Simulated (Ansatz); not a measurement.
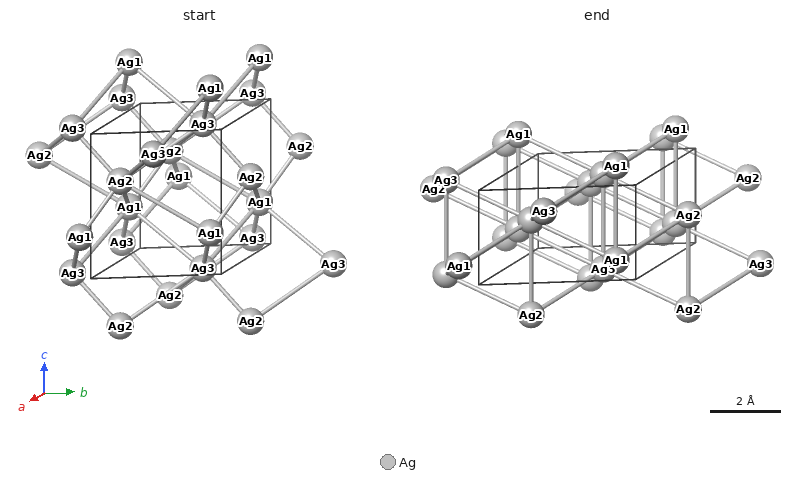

The structure of crystalline Ag (built on the trigonal selenium_152 type) (coarse preliminary run) before (left) and after (right) a relaxation, at one scale.

The picture is a ball-and-stick view of the cell of the calculation, seen slightly off an axis.

Case: trigonal selenium type (P3_121, No. 152).

All numbers below come from DFT PBEsol, scalar-relativistic, plane waves, PAW in Ansatz 0.2.0.

Input file:
```yaml
crystal:
  lattice:
    - [3.7816700517, 0.0, 0.0]
    - [-1.8908350259, 3.2750223335, 0.0]
    - [0.0, 0.0, 4.2904312645]
  atoms:
    - { symbol: Ag, position: [0.2254, 0.0, 0.3333333333] }
    - { symbol: Ag, position: [0.0, 0.2254, 0.6666666667] }
    - { symbol: Ag, position: [0.7746, 0.7746, 0.0] }
basis:
  ecutwfc: 420
kpoints:
  mp_grid: { grid: [6, 6, 4] }
hamiltonian:
  xc: pbesol
scf:
  occupations: { method: gaussian, width: 0.1 }
  lower_state_search: "off"
output:
  forces: true
  stress: true
  eigenvalues: true
relax:
  adjacent_minimum: "off"
  f_tol: 0.04
  max_steps: 70
  cell: { stress_tol: 0.4 }
```

Question: Summarise the run.

Answer: The largest moves relative to the cell, 0.49 Å, are those of Ag1, Ag2 and Ag3. Ag3 goes along [−1 −1 0]. Cell: a = b 3.782 → 4.557 Å (+20.5 %), c 4.290 → 2.803 Å (−34.7 %). Volume −5.1 %. Some distances before and after: Ag1–Ag1 4.290 → 2.803 Å, Ag1–Ag2 2.055 → 2.793 Å, Ag1–Ag2 (another image) 2.976 → 2.792 Å. Among the angles between lasting bonds that change: Ag2–Ag1–Ag3 103.1° → 70.6°, Ag2–Ag1–Ag2 78.9° → 109.4°, Ag2–Ag1–Ag3 99.0° → 70.6°. The space group (tolerance 0.01 Å) goes from P3_121 (No. 152) to R-3m (No. 166). After 14 accepted moves (17 points after the start) the energy has fallen by 2725 meV per atom. The largest force component goes from 16 to 0.0029 eV/Å. Pressure: 70.60 GPa at the start and 0.00 GPa at the end. The line search rejected the trial step at point 11 of the run. At 2 points the geometry stayed and the basis and grid were re-selected for the new cell (energy shift of 21.6 meV per atom at most each time).
